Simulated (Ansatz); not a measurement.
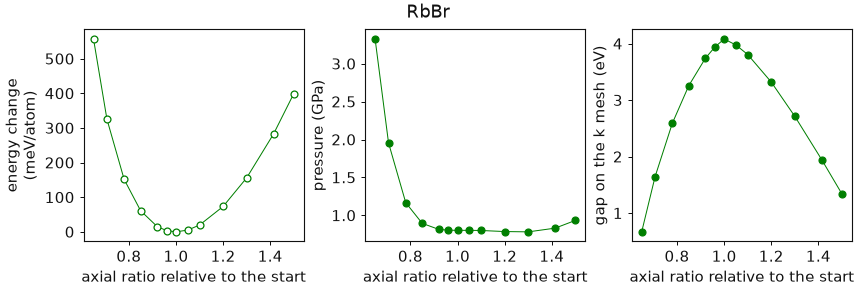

Plotted: energy change, pressure and gap on the k mesh against relative axial ratio for RbBr, space group Pm-3m (No. 221).

Structure:
```yaml
crystal:
  lattice:
    - [4.12608, 0.00000, 0.00000]
    - [0.00000, 4.12608, 0.00000]
    - [0.00000, 0.00000, 4.12608]
  atoms:
    - { symbol: Rb, position: [0.00000, 0.00000, 0.00000] }
    - { symbol: Br, position: [0.50000, 0.50000, 0.50000] }
```

Calculation (Ansatz 0.2.0): deformation of a crystal at fixed volume, lengths along the axis scaled against those across it, fractional coordinates fixed, by plane-wave density functional theory with PAW datasets, free energies less that of the undisturbed cell, pressure positive in compression; scalar-relativistic. Level: PBE, no spin polarisation.

- wave cutoff: 420 eV
- k mesh: 6×6×6
- occupations: Gaussian
- smearing width: 0.05 eV
- k shift: (0, 0, 0) (mesh steps)
- start: as given
- path: tetragonal
- axis direction: (0, 0, 1) (Cartesian unit vector)

**Where is the energy change lowest, and are there other minima?**

The lowest computed point is at relative axial ratio 1.000 (0 meV/atom), in a single well.

**How does the pressure vary with relative axial ratio?**

It goes from 3.326 GPa at relative axial ratio 0.650 to 0.934 GPa at 1.500, not monotonically, with a low of 0.783 GPa at 1.300.

Note: reference crystal is not relaxed.

The computed values:

| axial ratio relative to the start | energy change (meV/atom) | pressure (GPa) | gap on the k mesh (eV) |
| --- | --- | --- | --- |
| 0.650 | 557 | 3.326 | 0.669 |
| 0.707 | 325 | 1.956 | 1.648 |
| 0.780 | 152 | 1.168 | 2.591 |
| 0.850 | 61 | 0.895 | 3.258 |
| 0.920 | 15 | 0.816 | 3.740 |
| 0.960 | 4 | 0.805 | 3.939 |
| 1.000 | 0 | 0.803 | 4.083 |
| 1.050 | 5 | 0.803 | 3.977 |
| 1.100 | 20 | 0.801 | 3.808 |
| 1.200 | 73 | 0.787 | 3.320 |
| 1.300 | 156 | 0.783 | 2.713 |
| 1.414 | 283 | 0.832 | 1.947 |
| 1.500 | 400 | 0.934 | 1.339 |
